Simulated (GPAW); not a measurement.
# How KBr absorbs and reflects light, part 2 of 2

Aim: the dielectric function of KBr, and the optical constants that follow from it.

GPAW 26.7.0; DFT, LDA, plane-wave PAW (GPAW data sets), scalar-relativistic, RPA, optical limit.

So far. Step 2 (Ground state): There is a gap, 4.04 eV on this mesh (points off the mesh can give less), so no carriers' term is needed.

## (4) Dielectric function, RPA

Transitions between filled and empty bands, summed over the zone, give the optical response, so mesh, band count and broadening shape it.

The induced potential is part of this response.

This step: DFT, LDA, plane-wave PAW (GPAW data sets), scalar-relativistic, RPA, optical limit (GPAW 26.7.0).

df.py reads:

```python
from gpaw.response.df import DielectricFunction

df = DielectricFunction('full.gpw', frequencies={'type': 'nonlinear', 'domega0': 0.03, 'omega2': 8},
                        ecut=50,
                        eta=0.1,
                        nbands=43,
                        txt='df.txt')
for direction in ['x']:
    df.get_dielectric_function(xc='RPA', direction=direction, filename=f'df_{direction}.csv')
```

The run is started by

```bash
$ OMP_NUM_THREADS=1 python df.py
```

Output:

```text
Using integrator: PointIntegrator
NonLinearFrequencyDescriptor(from 0.000 to 62.602 eV, 493 points)
Nonperiodic BCs:  [False False False]
Using integrator: PointIntegrator
NonLinearFrequencyDescriptor(from 0.000 to 62.602 eV, 493 points)
Nonperiodic BCs:  [False False False]

Calculating chi0 body with:
    Ground state adapter containing:
    Number of spins: 1
    Number of kpoints: 4096
    Number of irreducible kpoints: 145
    Number of completely occupied states: 8
    Number of partially occupied states: 8

    Linear response parametrization:
    q_c: [0.0, 0.0, 0.0]
    Number of frequency points: 493
    Planewave cutoff: 50.0
    Number of bands: 43
    Number of planewaves: 59
    Broadening (eta): 0.1

Integrating chi0 body.

Symmetries of q_c:
    Direct symmetries (Uq -> q): 48
    Indirect symmetries (TUq -> q): 0
In total 48 allowed symmetries.

145 groups of equivalent kpoints. 96.4599609375% reduction.

Integral kind: spectral function

Calculating chi0 optical extensions with:
    Ground state adapter containing:
    Number of spins: 1
    Number of kpoints: 4096
    Number of irreducible kpoints: 145
    Number of completely occupied states: 8
    Number of partially occupied states: 8

    Linear response parametrization:
    Number of frequency points: 493
    Planewave cutoff: 50.0
    Number of bands: 43
    Number of planewaves: 59
    Broadening (eta): 0.1
Integrating chi0 head and wings.

Symmetries of q_c:
    Direct symmetries (Uq -> q): 48
    Indirect symmetries (TUq -> q): 0
In total 48 allowed symmetries.

145 groups of equivalent kpoints. 96.4599609375% reduction.

Integral kind: spectral function wings
```

Wall time 38 s (1 thread of Arm Neoverse V1, shared host); peak memory 0.3 GiB.

Numbers from this step:

```
electronic dielectric constant ε∞, mean over x, y and z (by symmetry where fewer were run) : 2.473
main peak of Im epsilon, first axis                                                        : 6.987 eV
```

Some rows of df_x.csv (energy; Re and Im without local fields; Re and Im with them):

```text
0.000000, 2.953239, -0.000000, 2.472577, -0.000000
0.555532, 2.962863, 0.003494, 2.479512, 0.002518
1.143969, 2.995046, 0.007552, 2.502720, 0.005450
1.768324, 3.057869, 0.012830, 2.548126, 0.009288
2.431988, 3.167355, 0.020801, 2.627651, 0.015166
3.138794, 3.361405, 0.036245, 2.770319, 0.026923
3.893091, 3.794564, 0.109519, 3.102446, 0.088196
4.699832, 4.176833, 0.767747, 3.329223, 0.645045
5.564682, 4.724428, 1.212845, 3.548235, 0.907780
6.494155, 4.596411, 4.206019, 3.707122, 2.481653
7.495775, 1.475171, 2.790791, 1.238690, 2.115315
8.578281, 2.933054, 3.096564, 2.088379, 1.346518
9.751884, -0.314614, 3.112000, 1.218104, 2.535510
11.028587, -0.096257, 0.761659, -0.160655, 1.313087
12.422601, 0.363794, 0.814190, 0.297314, 0.870621
13.950874, 1.913645, 0.612089, 1.092456, 0.174307
15.633783, 0.492632, 0.841653, 1.212497, 0.813829
17.496047, 1.259631, 0.905595, 0.965740, 0.588638
19.567954, 1.446646, 1.126380, 0.704563, 0.643697
```

The Im ε, E ∥ x has structure finer than the step of the table below, so its rows give means over 1 eV, whole bins alone (the curve runs from 0 to 19.9 eV). Peaks (eV: height): 7.0: 3.16, 9.7: 2.56, 16.2: 1.31.

Values under the direct gap are tails of Lorentzian lines. Table of Im ε, E ∥ x by photon energy; means over each step:

| photon energy (eV) | Im ε, E ∥ x |
| --- | --- |
| 1 | 0.00475 |
| 2 | 0.0113 |
| 3 | 0.0251 |
| 4 | 0.213 |
| 5 | 0.722 |
| 6 | 1.52 |
| 7 | 2.83 |
| 8 | 1.56 |
| 9 | 1.97 |
| 10 | 2.42 |
| 11 | 1.48 |
| 12 | 0.905 |
| 13 | 0.435 |
| 14 | 0.246 |
| 15 | 0.655 |
| 16 | 0.997 |
| 17 | 0.677 |
| 18 | 0.699 |
| 19 | 0.811 |

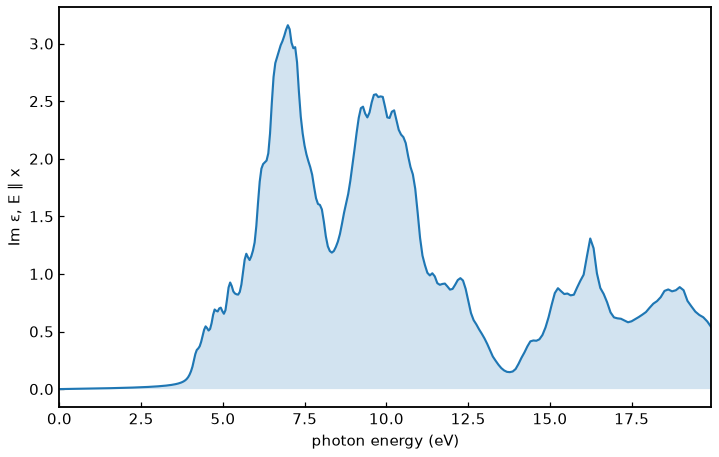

Im ε, E ∥ x against photon energy.

Table of Re ε, E ∥ x by photon energy:

| photon energy (eV) | Re ε, E ∥ x |
| --- | --- |
| 0 | 2.47 |
| 2 | 2.57 |
| 4 | 3.19 |
| 6 | 3.83 |
| 8 | 1.34 |
| 10 | 0.862 |
| 12 | 0.493 |
| 14 | 1.13 |
| 16 | 1.26 |
| 18 | 1.05 |

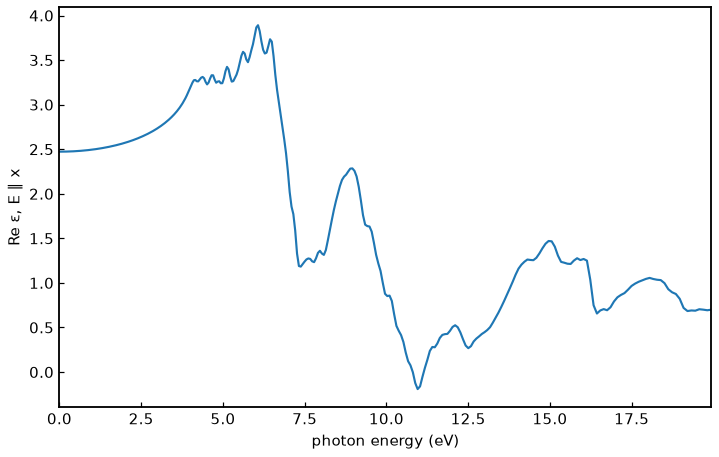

Re ε, E ∥ x, plotted against photon energy.

The Im ε, E ∥ x has structure finer than the step of the table below, so its rows give means over 1 eV, whole bins alone (the curve runs from 0 to 19.9 eV). Peaks (eV: height): without local fields 6.6: 4.55, 9.0: 4.53, 14.9: 1.85; with local fields 7.0: 3.16, 9.7: 2.56, 16.2: 1.31.

Values under the direct gap are tails of Lorentzian lines. Im ε, E ∥ x against photon energy; means over each step:

| photon energy (eV) | without local fields | with local fields |
| --- | --- | --- |
| 1 | 0.00659 | 0.00475 |
| 2 | 0.0155 | 0.0113 |
| 3 | 0.0337 | 0.0251 |
| 4 | 0.252 | 0.213 |
| 5 | 0.886 | 0.722 |
| 6 | 2.38 | 1.52 |
| 7 | 3.99 | 2.83 |
| 8 | 2.36 | 1.56 |
| 9 | 3.85 | 1.97 |
| 10 | 2.60 | 2.42 |
| 11 | 0.989 | 1.48 |
| 12 | 0.914 | 0.905 |
| 13 | 0.477 | 0.435 |
| 14 | 0.916 | 0.246 |
| 15 | 1.42 | 0.655 |
| 16 | 0.642 | 0.997 |
| 17 | 0.608 | 0.677 |
| 18 | 1.00 | 0.699 |
| 19 | 0.822 | 0.811 |

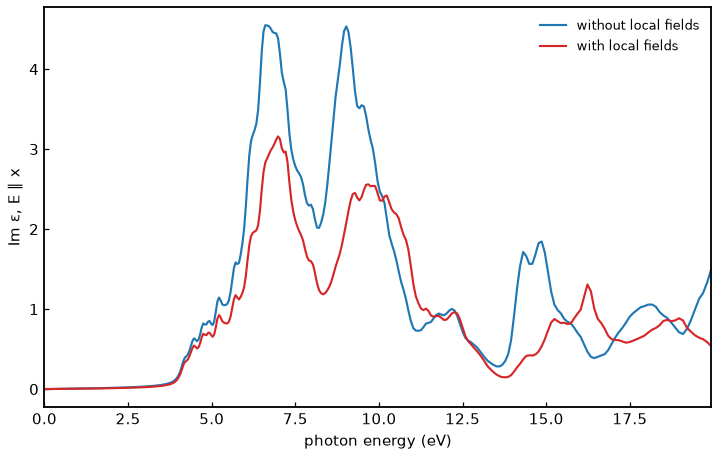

Im ε, E ∥ x against photon energy.

Refractive index n and extinction k against photon energy:

| photon energy (eV) | n | k |
| --- | --- | --- |
| 0 | 1.57 | 0 |
| 1 | 1.58 | 0.00148 |
| 2 | 1.60 | 0.00345 |
| 3 | 1.65 | 0.00718 |
| 4 | 1.79 | 0.0389 |
| 5 | 1.82 | 0.184 |
| 6 | 1.99 | 0.342 |
| 7 | 1.74 | 0.907 |
| 8 | 1.31 | 0.603 |
| 9 | 1.63 | 0.623 |
| 10 | 1.31 | 0.917 |
| 11 | 0.786 | 0.889 |
| 12 | 0.864 | 0.503 |
| 13 | 0.733 | 0.300 |
| 14 | 1.07 | 0.0931 |
| 15 | 1.24 | 0.270 |
| 16 | 1.20 | 0.408 |
| 17 | 0.956 | 0.324 |
| 18 | 1.07 | 0.321 |
| 19 | 0.995 | 0.442 |

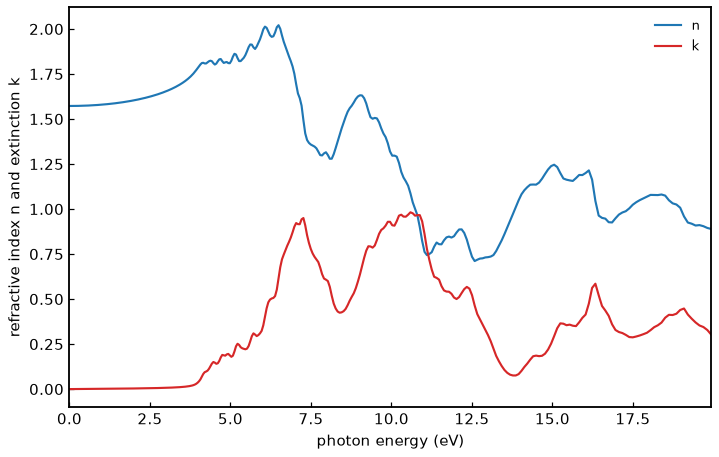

Refractive index n and extinction k against photon energy.

The reflectivity at normal incidence, E ∥ x has structure finer than the step of the table below, so its rows give means over 1 eV, whole bins alone (the curve runs from 0 to 19.9 eV). Peaks (eV: height): 7.0: 16.4, 11.0: 21.5, 12.5: 10.4, 16.3: 7.62, 19.1: 5.00.

Reflectivity at normal incidence, E ∥ x against photon energy; means over each step:

| photon energy (eV) | reflectivity at normal incidence, E ∥ x (%) |
| --- | --- |
| 1 | 5.06 |
| 2 | 5.39 |
| 3 | 6.11 |
| 4 | 7.85 |
| 5 | 9.03 |
| 6 | 12.0 |
| 7 | 15.4 |
| 8 | 8.06 |
| 9 | 10.5 |
| 10 | 15.4 |
| 11 | 17.1 |
| 12 | 8.70 |
| 13 | 5.23 |
| 14 | 0.579 |
| 15 | 2.43 |
| 16 | 4.77 |
| 17 | 3.27 |
| 18 | 2.57 |
| 19 | 4.23 |

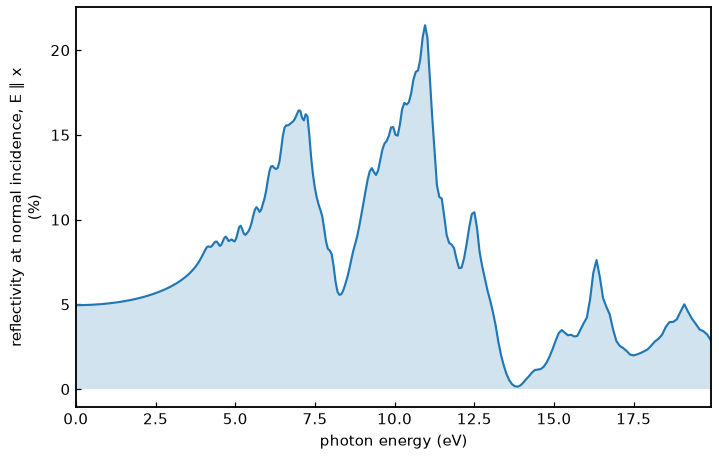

Reflectivity at normal incidence, E ∥ x against photon energy.

From ε follow the optical constants at some laser and lamp lines:

| wavelength (nm) | n | k | R (%) | 1/α |
| --- | --- | --- | --- | --- |
| 1550 | 1.58 | 0.001 | 5.0 | 106 µm |
| 1064 | 1.58 | 0.002 | 5.1 | 48 µm |
| 800 | 1.59 | 0.002 | 5.2 | 26 µm |
| 405 | 1.66 | 0.008 | 6.1 | 4.3 µm |
| 365 | 1.69 | 0.010 | 6.6 | 2.8 µm |
| 308 | 1.79 | 0.044 | 8.1 | 561 nm |
| 248 | 1.82 | 0.184 | 8.8 | 107 nm |

Below the direct gap, k and the depth come from the tails of the Lorentzian lines, not from transitions.

Rows near the edge hang on the gap, which this functional as a rule makes too small, and phonon-assisted absorption is left out.

## (5) What came out

```json
{
  "electronic dielectric constant ε∞, mean over x, y and z (by symmetry where fewer were run) (RPA)": "2.47",
  "main peak of Im epsilon, first axis": "6.99 eV"
}
```

What this shows: At this level (LDA, RPA) KBr has ε∞ = 2.47 and n = 1.58 at 1550 nm, and Im ε peaks at 7.0 eV. On the mesh the gap is 4.04 eV and the least direct gap 4.04 eV. Local fields change the static value along x from 2.95 to 2.47 (-16 %). Distinct maxima of Im ε, read by a parabola through the highest points, lie at 6.99 eV (3.2), 9.66 eV (2.6), 16.25 eV (1.3) and 18.97 eV (0.89). Excitons and phonon-assisted transitions are missing; LDA gaps are as a rule too small, which pulls the onset down and ε∞ up. The sum runs over mesh points, so small or evenly spaced maxima can still be ripples of the mesh.

[Machine, clock and banner lines and Python warnings are left out of the logs.]

[Logs are printed without paths, hosts, clocks, repeated set-up lines and the standing remarks that a program may print on its own settings, such as how far it seeks lower states.]

[Hosts, paths, dates, database ids (printed as entryN), source tags and the programs' standing remarks are cut or masked in the printed files.]
